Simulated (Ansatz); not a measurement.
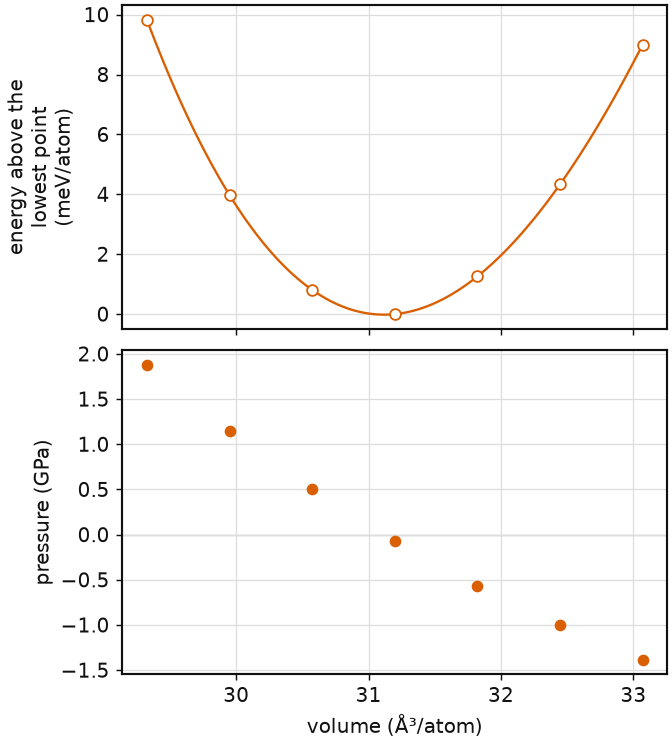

**Figure.** Energy above the lowest point and pressure against volume for Tl, space group Fm-3m (No. 225) (one of a set of cubic test structures, which need not be the stable phase).

A third-order Birch–Murnaghan fit gives V0 = 31.12 Å³/atom, B0 = 26.9 GPa and B′ = 5.5. The energy above the lowest point is 9.824 meV/atom at volume 29.33 Å³/atom and 8.996 meV/atom at 33.07 Å³/atom; the lowest computed point is at volume 31.20 Å³/atom (0.000 meV/atom), and no other minimum shows. The pressure falls from 1.878 GPa at volume 29.33 Å³/atom to −1.384 GPa at 33.07 Å³/atom, and changes sign near 31.12 Å³/atom.

Calculation (Ansatz 0.2.0 development build): equation of state of a cubic crystal from periodic Kohn-Sham density functional theory without spin, third-order Birch-Murnaghan fit to the free energies; pressure corrected for the finite basis. Level: PBE, no spin-orbit coupling.

structure type fcc; atoms in cell 1; space group number 225; lattice centring face-centred primitive; k mesh 38×38×38; occupation method Fermi–Dirac; occupation width 0.06123 eV; wave cutoff 420 eV; datasets soft-1 PAW; density tolerance 1e−07 eV; bands 11; density cutoff ratio 4; search for lower states default.

Note: cubic model structure, not the ambient form; no spin-orbit coupling with 6p elements.

One of the inputs:
```
crystal:
  lattice:
    - [0.0, 2.498605648551, 2.498605648551]
    - [2.498605648551, 0.0, 2.498605648551]
    - [2.498605648551, 2.498605648551, 0.0]
  atoms:
    - { symbol: Tl, position: [0, 0, 0] }
kpoints:
  mp_grid: { grid: [38, 38, 38] }
hamiltonian:
  xc: pbe
  pseudopotentials: { kind: paw }
scf:
  occupations: { method: fermi_dirac, width: 0.061225619053 }
output:
  forces: true
  stress: true
```

Launched with:
```bash
ansatz run input.yaml --threads 2
```
